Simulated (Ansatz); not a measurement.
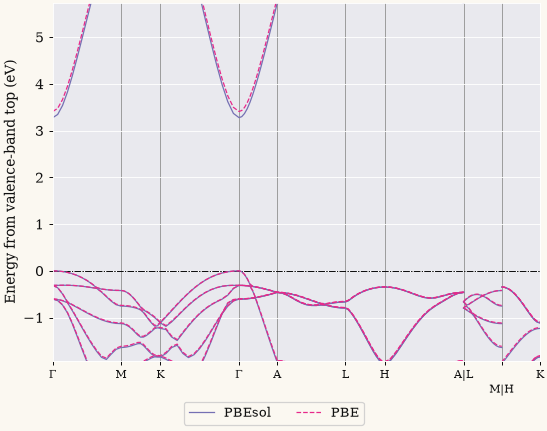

Band structures of MgO, space group P6_3mc (No. 186), 4 atoms in the cell, by two methods on the same cell. Each is counted from its own valence-band top.

> What changes from one method to the other?

PBEsol gives a gap of 3.28 eV along the path and PBE gives a gap of 3.41 eV along the path. Over the top 3 filled bands the two differ by 0.01 eV on average.

Settings. PBEsol: DFT PBEsol, scalar-relativistic, plane waves, PAW, no spin polarisation, 12×12×6 k mesh, 420 eV cutoff, Gaussian smearing of 0.02 eV (Ansatz 0.2.0). PBE: DFT PBE, scalar-relativistic, plane waves, PAW, no spin polarisation, 12×12×6 k mesh, 420 eV cutoff (Ansatz 0.2.0).
